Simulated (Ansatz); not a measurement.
## Al49O72 (charge +1): single-point calculation (part 2 of 2)

The same run, continued: Al49O72 (defect cell, 121 atoms in the cell, total charge +1); DFT, HSE06, PAW, plane waves (Ansatz 0.2.0); cutoff 420 eV, 1×1×1 k-mesh, Fermi–Dirac smearing of 0.01 eV. 

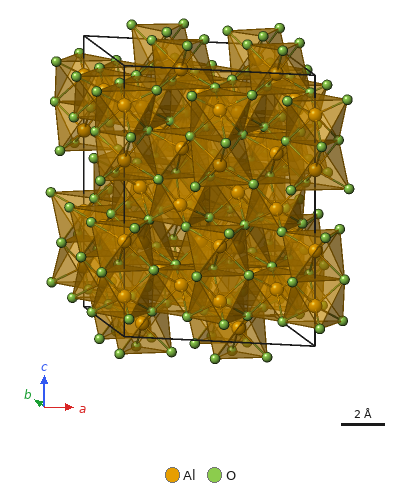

Figure 1. The structure (polyhedral view of the cell of the calculation, seen slightly off an axis; polyhedra are completed across the faces of the cell).

Output, continued
```
--- Per-component energies (eV) ---
  E_band       = -197.805057
  E_kinetic    = 14317.090007
  E_local      = -23876.269872  (includes V_loc(G=0)·N_el)
  E_nonlocal   = 3811.895821
  E_hartree    = 8920.210772
  E_xc         = -5965.795308
  E_vxc        = -6710.595943  (∫ρ·V_xc dr)
  E_exx        = -1639.339908  (= α·E_x^exact, valence–valence)
  E_paw        = -34151.456858  (= ΣΔE_a)
  E_vpaw       = -2301.850867  (= ΣTr[D̂ρ^β])
  E_aug_tail   = 0.180958  (compensation charges beyond the density's cutoff)
  E_ewald      = -28804.977203
  E_core_change = -4.117066  (= ΣΔE_core)
  E_smearing   = -0.000000  (= −TS)
  E_closure    = -0.000044  (closes the sum)
  E_deformation_potential = 18.824570  (in the stress; not in F)
  Σ components = -67392.578700   (vs F -67392.578700, Δ=0.00e0)
--- Forces (eV/Å), atoms counted from 1 ---
  atom   1  Al    -0.01445542    -0.02175243    -0.03130448
  atom   2  Al    -0.00550637     0.02882488    -0.03199935
  atom   3  Al    -0.00192575     0.00172302    -0.02427857
  atom   4  Al     0.02625431    -0.00657231    -0.03455748
  atom   5  Al    -0.00858753    -0.00791564    -0.03599678
  atom   6  Al    -0.00387756     0.00105976    -0.01646107
  atom   7  Al     0.01121163    -0.00237103    -0.03525241
  atom   8  Al    -0.00324436     0.01021418    -0.03673867
  atom   9  Al    -0.04546046     0.01030198     0.05253655
  atom  10  Al    -0.00180875     0.00042090     0.04286148
  atom  11  Al     0.03502162    -0.05294409     0.04489467
  atom  12  Al     0.04122933     0.02372556     0.05908643
  atom  13  Al    -0.01661152     0.08881516    -0.11986273
  atom  14  Al    -0.00480810    -0.00130607    -0.08796865
  atom  15  Al    -0.06644456    -0.05882703    -0.11840254
  atom  16  Al     0.07420178    -0.01759733    -0.11984599
  atom  17  Al    -0.00786838     0.01904633    -0.02846871
  atom  18  Al     0.00179808    -0.01589666    -0.02431589
  atom  19  Al     0.01276150     0.00106437    -0.02418623
  atom  20  Al     0.00067121     0.00936157    -0.24842017
  atom  21  Al    -0.00638901    -0.00688663     0.04329706
  atom  22  Al     0.00200848    -0.00026189     0.03569710
  atom  23  Al     0.00278148     0.00371395     0.03762445
  atom  24  Al    -0.00452752    -0.00293515     0.01433437
  atom  25  Al    -0.01376640    -0.00648070     0.03594023
  atom  26  Al     0.01073665    -0.00720467     0.03219472
  atom  27  Al     0.00193335     0.01498587     0.03003020
  atom  28  Al     0.00082543    -0.00160228     0.05513561
  atom  29  Al    -0.01013068    -0.01458444    -0.02302329
  atom  30  Al     0.01841719    -0.00065479    -0.02298346
  atom  31  Al    -0.00920100     0.01752207    -0.02486192
  atom  32  Al    -0.00096729    -0.00121821    -0.01119165
  atom  33  Al     0.04116917    -0.05451955    -0.00615696
  atom  34  Al    -0.07453037    -0.00883445    -0.00607969
  atom  35  Al     0.00176002    -0.00044940    -0.03521207
  atom  36  Al     0.03115001     0.06800905    -0.00498545
  atom  37  Al     0.07520304     0.00713899    -0.04611621
  atom  38  Al    -0.02873475    -0.06897430    -0.04049767
  atom  39  Al    -0.00089734    -0.00471691    -0.04692534
  atom  40  Al    -0.02939325     0.06918129    -0.05098775
  atom  41  Al    -0.00191447    -0.00044537     0.04818223
  atom  42  Al     0.00086850     0.00206201     0.04884065
  atom  43  Al     0.00126283    -0.00178684     0.04653718
  atom  44  Al     0.00296610    -0.00274837     0.04704799
  atom  45  Al    -0.01168779    -0.00832653     0.05371824
  atom  46  Al     0.00114616    -0.00134515     0.03919397
  atom  47  Al     0.00853132    -0.00461433     0.05390573
  atom  48  Al     0.00390701     0.01085328     0.05098146
  atom  49  Al    -0.03381475    -0.05535791     0.03025488
  atom  50  O      0.01787095     0.00760391    -0.01107603
  atom  51  O      0.01190032     0.00117630    -0.01136548
  atom  52  O      0.02130815     0.00240814     0.00406608
  atom  53  O     -0.11349756     0.05429163     0.11019803
  atom  54  O     -0.00168680    -0.01349070    -0.00403167
  atom  55  O      0.07725291    -0.02451379    -0.01246742
  atom  56  O     -0.00107993    -0.01042297    -0.01086918
  atom  57  O     -0.00422617    -0.01769837     0.00675200
  atom  58  O     -0.01385176     0.00672462    -0.00435966
  atom  59  O     -0.01067005     0.01528866    -0.01186422
  atom  60  O     -0.00385068     0.01329809    -0.00704015
  atom  61  O      0.01393923    -0.12878530     0.10738325
  atom  62  O      0.07975892     0.05931255     0.07590250
  atom  63  O     -0.00519364    -0.01892547    -0.00688412
  atom  64  O      0.00834528    -0.01262398    -0.00017118
  atom  65  O      0.00246469     0.00763155    -0.01246844
  atom  66  O     -0.01732687     0.00966836     0.00903397
  atom  67  O     -0.00836508     0.01107003     0.00127537
  atom  68  O     -0.01255398     0.00755427    -0.01165784
  atom  69  O     -0.05876732    -0.05116901    -0.01562297
  atom  70  O      0.02052613     0.02274016    -0.02889176
  atom  71  O     -0.04030321    -0.01131793     0.05447380
  atom  72  O     -0.00034624    -0.03326750    -0.00575271
  atom  73  O     -0.13632088    -0.04443256    -0.07876858
  atom  74  O      0.01789968    -0.04623516    -0.01945405
  atom  75  O      0.02731536     0.00568174     0.02398128
  atom  76  O      0.02162450    -0.01806443     0.04183214
  atom  77  O      0.06796395     0.18863134     0.18035645
  atom  78  O     -0.02487417    -0.00166591     0.04555241
  atom  79  O     -0.00398723    -0.02409450     0.01818552
  atom  80  O      0.07631697    -0.14214699     0.21725806
  atom  81  O     -0.03343471     0.00901669    -0.00675603
  atom  82  O      0.00388869    -0.00475158    -0.00179320
  atom  83  O     -0.01561591    -0.01375057    -0.00591541
  atom  84  O     -0.00471520    -0.01783653    -0.01705372
  atom  85  O      0.00780610    -0.04726189    -0.00241143
  atom  86  O      0.01090006    -0.00700946    -0.00332306
  atom  87  O     -0.00619867    -0.02791434    -0.00176300
  atom  88  O     -0.01496448     0.02774490    -0.05769541
  atom  89  O     -0.00409061    -0.01615909    -0.01928902
  atom  90  O     -0.01929291     0.08176644    -0.00952739
  atom  91  O      0.01809258     0.00561762     0.00768891
  atom  92  O      0.01205264     0.00391740    -0.00594937
  atom  93  O      0.01758034    -0.00244017     0.00168088
  atom  94  O      0.02867345    -0.03084542     0.05068287
  atom  95  O      0.09697437    -0.09470671    -0.07913349
  atom  96  O      0.03352624     0.03410902    -0.00904690
  atom  97  O     -0.01707105     0.00883921    -0.00926640
  atom  98  O      0.05101024     0.15241008    -0.10736828
  atom  99  O      0.01090575    -0.03102964    -0.01575814
  atom 100  O     -0.04281284     0.01159597    -0.01140036
  atom 101  O      0.01360354     0.03591775     0.05212157
  atom 102  O     -0.17538883    -0.02188853     0.19840442
  atom 103  O     -0.02853360     0.03006199     0.02105936
  atom 104  O      0.01855041     0.02931257    -0.02183816
  atom 105  O      0.00848063     0.01384433     0.03137049
  atom 106  O      0.03839668     0.03216659     0.00027093
  atom 107  O      0.02115712    -0.00556617    -0.00225955
  atom 108  O      0.00543027     0.01041499    -0.00047874
  atom 109  O      0.01831098     0.00579120    -0.01580917
  atom 110  O     -0.02480888     0.02106719     0.00344477
  atom 111  O      0.03165114     0.00653044    -0.06329607
  atom 112  O     -0.01484901    -0.00170673    -0.00289027
  atom 113  O     -0.01285606     0.00775975    -0.01711878
  atom 114  O      0.01563601     0.00469032    -0.00772650
  atom 115  O      0.03075895     0.00876523     0.00433518
  atom 116  O      0.00403101     0.01016765    -0.00413798
  atom 117  O     -0.01853706    -0.03576999    -0.06551197
  atom 118  O     -0.01354752     0.01199254    -0.01356767
  atom 119  O     -0.00513668     0.01730972    -0.00429577
  atom 120  O     -0.04550074     0.01741591     0.00263840
  atom 121  O     -0.00894958    -0.00274745    -0.00063816
  max |Σ_I F_I| component: 6.02e-4 eV/Å
--- Charged-cell corrections in eV (Makov–Payne, q = +1.000 e, ε = 10.000) ---
  F (periodic)     = -67392.578700  (uncorrected; the corrections below are reported, never added to it)
  E_corr1          = +0.193398  (monopole, q²α_M/2εL)
  F Makov-Payne    = -67392.385302  (F + E_corr1; no measured alignment; for a localised charge, not one spread in a band: unchecked)
--- Band table (eV) ---
  k-point 0: bands = ["-14.1779", "-13.9329", "-13.8605", "-13.8130", "-13.6365", "-13.5610", "-13.4465", "-13.2438", "-13.1764", "-13.1616", ... 200 levels left out ..., "4.7755", "4.8176", "4.8310", "4.8626", "4.8742", "4.8905", "4.9173", "4.9269", "4.9556", "4.9745", "4.9917", "5.0200", "5.0304", "5.0424", "5.0655", "5.0861", "5.1034", "5.1195", "5.1306", "5.1455", "5.1626", "5.1888", "5.2142", "5.2455", "5.2517", "5.2686", "5.2796", "5.2906", "5.3277",
      "5.3388", "5.3662", "5.3821", "5.3927", "5.4345", "5.4671", "5.4951", "5.5068", "5.5282", "5.5330", "5.5611", "5.5784", "5.6037", "5.6126", "5.6401", "5.6548", "5.6794", "5.7009", "5.7208", "5.7321", "5.7526", "5.7743", "5.7864", "5.8103", "5.8416", "5.8689", "5.8828", "5.8958", "5.9149", "5.9358", "5.9563", "5.9846", "6.0177", "6.0412", "6.0542", "6.0924", "6.1035", "6.1397", "6.1710", "6.1908",
      "6.2099", "6.2492", "6.2744", "6.3062", "6.3153", "6.3421", "6.4003", "6.4420", "6.5680", "12.1294", "15.5396", "16.1555", "16.3446", "16.3784", "16.7314", "16.9252", "17.0956", "17.2772", "17.3842", "17.5001", "17.6120", "17.6704", "17.7502", "17.8155", "17.8761", "17.9575", "18.0093", "18.0672", "18.0803", "18.1528", "18.1744", "18.2244", "18.2343", "18.3063", "18.3220", "18.3781", "18.4102", "18.4623", "18.5071", "18.5575",
      "18.5922", "18.6148", "18.6541", "18.6967", "18.7212", "18.7566", "18.7923", "18.8269", "18.8464", "18.8843", "18.9074", "18.9182", "18.9581", "18.9884", "19.0171", "19.0410", "19.0694", "19.0806", "19.1172", "19.1603", "19.1905", "19.2318", "19.2479", "19.2778", "19.3125", "19.3316", "19.3696", "19.4248", "19.4574", "19.5349", "19.5678", "19.6153", "19.7082", "19.7906", "19.8165", "19.8508", "19.9169", "19.9685", "19.9931", "20.0304",
      "20.0714", "20.1052", "20.1503", "20.2009", "20.2244", "20.3045", "20.3378", "20.3909", "20.4148", "20.4871", "20.5285", "20.6134", "20.6815", "20.7428", "20.7934", "20.8149", "20.8483", "20.9058", "20.9284", "20.9685", "21.0625", "21.0972", "21.1366", "21.1962", "21.2428", "21.2942", "21.3372", "21.3692", "21.4106", "21.4644", "21.4920", "21.5185", "21.5375", "21.6067", "21.6293", "21.6549", "21.6806", "21.7265", "21.7604", "21.7908",
      "21.8107", "21.8671", "21.8990", "21.9337", "21.9556", "22.0182", "22.0388", "22.0638", "22.0865", "22.1263", "22.1698"]
--- Löwdin populations: 121 sites ---
  site symbol       q [e]
     0     Al      1.6508
     1     Al      1.6510
     2     Al      1.6510
     3     Al      1.6510
     4     Al      1.6500
     5     Al      1.6485
     6     Al      1.6499
     7     Al      1.6500
     8     Al      1.6559
     9     Al      1.6486
    10     Al      1.6557
    11     Al      1.6599
    12     Al      1.6539
    13     Al      1.6519
    14     Al      1.6525
    15     Al      1.6549
    16     Al      1.6546
    17     Al      1.6542
    18     Al      1.6526
    19     Al      2.1199
    20     Al      1.6572
    21     Al      1.6566
    22     Al      1.6554
    23     Al      1.6419
    24     Al      1.6548
    25     Al      1.6556
    26     Al      1.6553
    27     Al      1.6895
    28     Al      1.6502
    29     Al      1.6494
    30     Al      1.6498
    31     Al      1.6438
    32     Al      1.6437
    33     Al      1.6438
    34     Al      1.6534
    35     Al      1.6445
    36     Al      1.6473
    37     Al      1.6462
    38     Al      1.6543
    39     Al      1.6494
    40     Al      1.6544
    41     Al      1.6543
    42     Al      1.6534
    43     Al      1.6540
    44     Al      1.6538
    45     Al      1.6557
    46     Al      1.6539
    47     Al      1.6533
    48     Al      2.0427
    49      O      6.8245
    50      O      6.8214
    51      O      6.8241
    52      O      6.8153
    53      O      6.8252
    54      O      6.8263
    55      O      6.8240
    56      O      6.8265
    57      O      6.8233
    58      O      6.8244
    59      O      6.8219
    60      O      6.8160
    61      O      6.8155
    62      O      6.8247
    63      O      6.8235
    64      O      6.8211
    65      O      6.8260
    66      O      6.8252
    67      O      6.8248
    68      O      6.8260
    69      O      6.8190
    70      O      6.8312
    71      O      6.8222
    72      O      6.7933
    73      O      6.8213
    74      O      6.8277
    75      O      6.8300
    76      O      6.8491
    77      O      6.8307
    78      O      6.8280
    79      O      6.8415
    80      O      6.8206
    81      O      6.8233
    82      O      6.8259
    83      O      6.8271
    84      O      6.8259
    85      O      6.8250
    86      O      6.8296
    87      O      6.8227
    88      O      6.8217
    89      O      6.8270
    90      O      6.8263
    91      O      6.8241
    92      O      6.8252
    93      O      6.8309
    94      O      6.7935
    95      O      6.8236
    96      O      6.8190
    97      O      6.7931
    98      O      6.8188
    99      O      6.8226
   100      O      6.8290
   101      O      6.8431
   102      O      6.8291
   103      O      6.8201
   104      O      6.8296
   105      O      6.8261
   106      O      6.8259
   107      O      6.8235
   108      O      6.8272
   109      O      6.8302
   110      O      6.8225
   111      O      6.8255
   112      O      6.8221
   113      O      6.8216
   114      O      6.8301
   115      O      6.8249
   116      O      6.8225
   117      O      6.8269
   118      O      6.8256
   119      O      6.8262
   120      O      6.8233
  spilling = 0.008358 (of n_electrons = 578.000000)
```

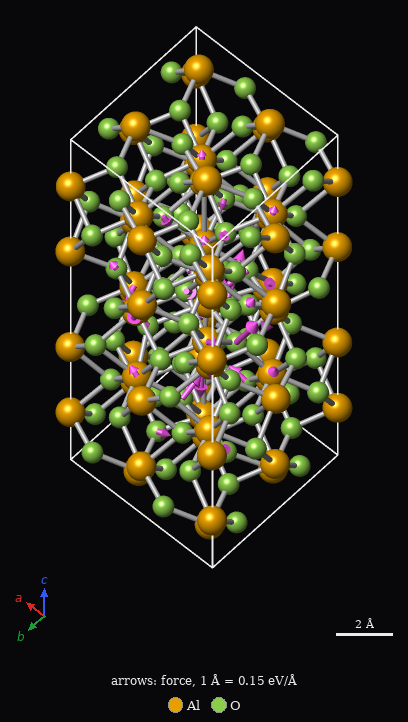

Figure 2. Forces on the atoms as pink arrows (ball-and-stick view of the cell of the calculation, seen at an oblique angle); the smallest are left out. The largest act on O77, O80, O102 (0.27 eV/Å); Al20 (0.25 eV/Å); O98 (0.19 eV/Å); O53, O61 (0.17 eV/Å), among others. Atoms are counted from 1 in the order of the input and aren't labelled in the picture. 

Key numbers

| quantity | value |
| --- | --- |
| outcome | converged |
| electrons treated | 578 |
| free energy | −67392.5787 eV |
| Fermi energy | 13.834 eV |
| largest force (length of the vector) | 0.271 eV/Å |
| hardware | 7 threads of Arm Neoverse-V2, 28 GiB of memory available, shared host |
| wall time | 9.4 min (CPU time 63 min) |
| peak memory | 7.6 GiB |

The k-point mesh is coarse for a cell of this size, so the results may not be converged.
